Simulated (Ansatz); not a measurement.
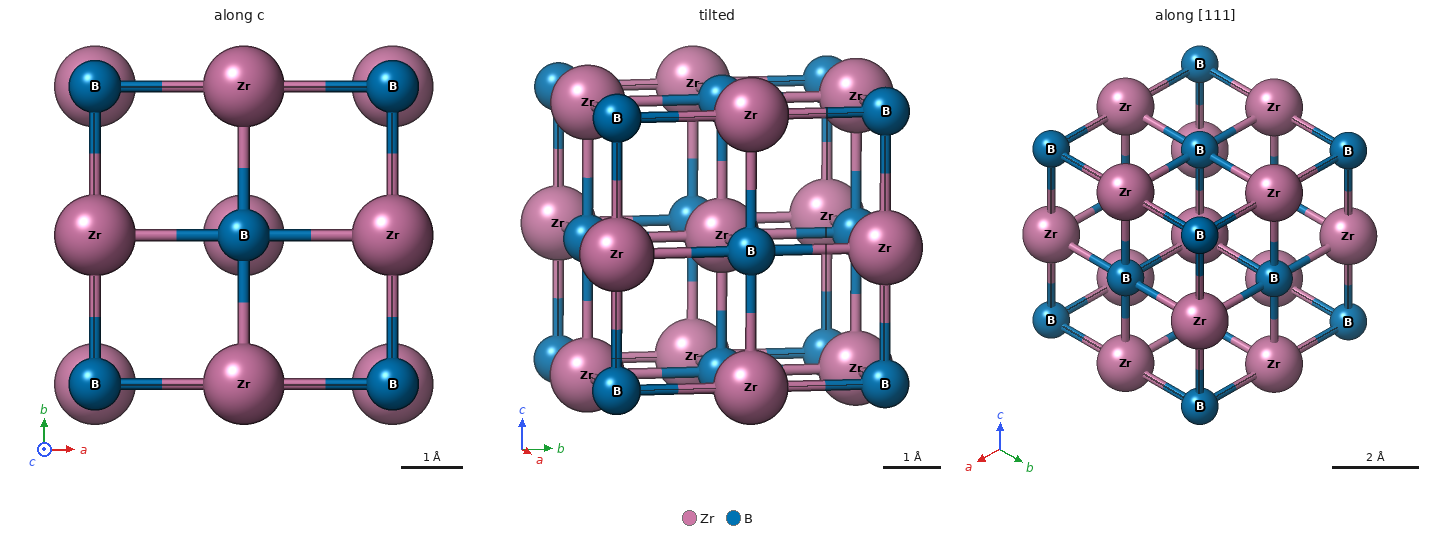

The crystal in a ball-and-stick representation, seen along the c axis, slightly off an axis and along [111]. The parallelepiped is the drawn cell (a repeat of the simulation cell).

### Determine the stoichiometry.

ZrB. The cell holds 4 Zr, 4 B, counting shared atoms by their share.

### Describe the coordination of Zr.

Six B in an octahedral arrangement at about 2.5 Å. Not all metal-metal contacts are counted.

### Does the bonding give isolated units, chains, sheets or a framework?

The bonds build a three-dimensional framework.

Starting structure: a structure type known for this compound. The cell was then strained or its atoms displaced on purpose. Ansatz was used for an electronic-structure calculation on it.
